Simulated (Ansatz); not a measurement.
```yaml
crystal:
  lattice:
    - [4.72664, 0.00000, 0.00000]
    - [-2.36332, 4.09339, 0.00000]
    - [0.00000, 0.00000, 4.85736]
  atoms:
    - { symbol: Se, position: [0.79538, 0.79538, 0.00000] }
    - { symbol: Se, position: [0.00000, 0.20462, 0.66667] }
    - { symbol: Se, position: [0.20462, 0.00000, 0.33333] }
```

Space group P3₁21.

Method: Ansatz 0.2.0, Kohn-Sham DFT of a periodic cell, HISS, Ansatz PAW.

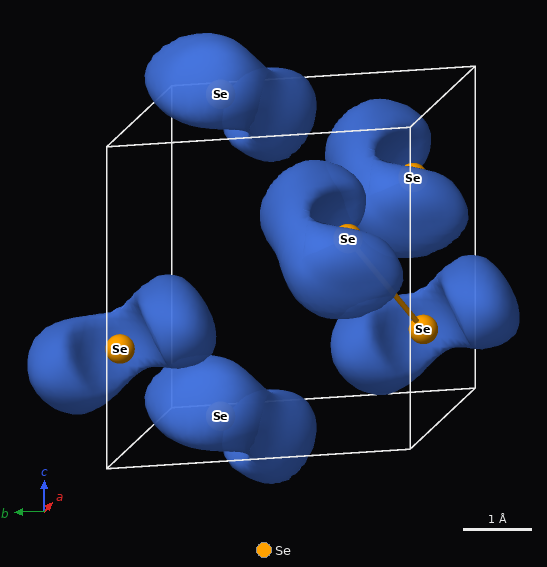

Se. Isosurface of the electron localisation function at 0.8 (blue), seen at an oblique angle. Core shells and regions of very low density are left out. Sticks mark near contacts.

Q: Where are the electrons localised?

A: The ELF exceeds this value in three regions wrapped around Se (the valence shell of each), counted in one cell of 3 atoms. Regions shared between cells count once. Along the contacts the grid gives the following. Se–Se (2.33 Å): the ELF peaks at about 0.75 between the atoms: a covalent bond.
